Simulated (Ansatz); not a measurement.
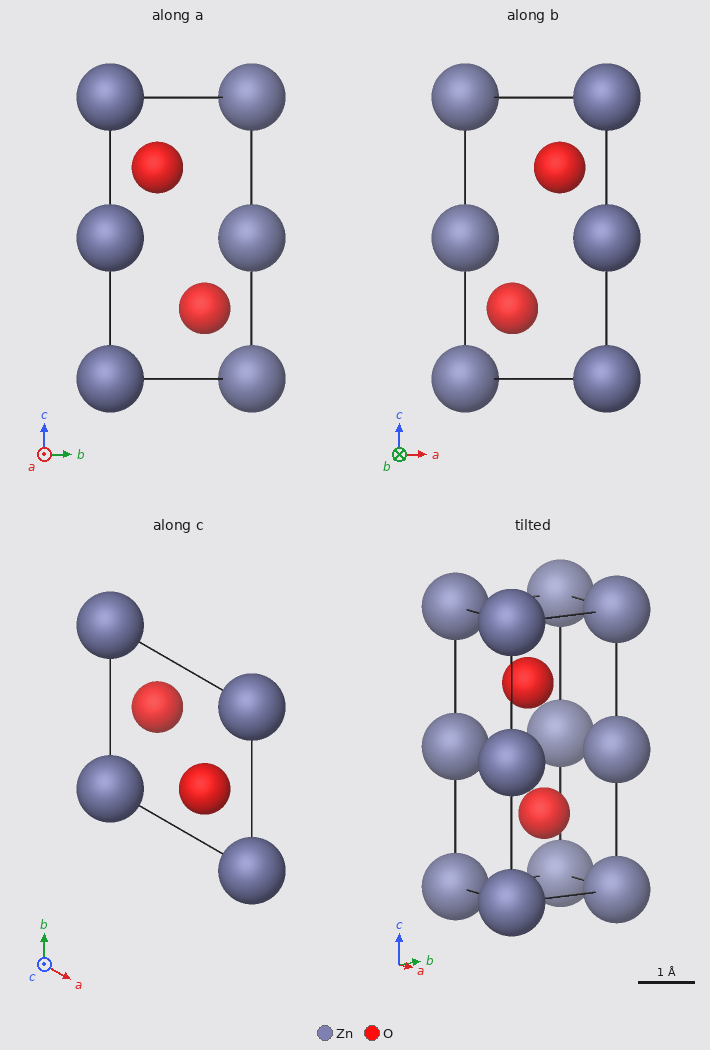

We look at a spheres-only model of the crystal along the a axis, along the b axis, along the c axis and slightly off an axis. The conventional unit cell is outlined; an atom on or near a face, edge or corner is repeated at each equivalent position.

Lattice parameters: a = 2.953 Å, b = 2.953 Å, c = 5.084 Å, α = 90.00°, β = 90.00°, γ = 120.00°.

Turn the picture into a table of Wyckoff sites.

Space group P6_3/mmc (No. 194).
```
atom  site       x       y       z
  Zn    2a  0.0000  0.0000  0.0000
   O    2c  0.3333  0.6667  0.2500
```

Starting structure: a structure type filled with these elements by a generator (whether the compound takes this form wasn't checked). The cell was then strained or its atoms displaced on purpose. It was run through Ansatz as a DFT input.

At this level of theory the cell isn't at rest (compressed, at 13 GPa), so its distances can differ from those at equilibrium, the more so the softer the solid.
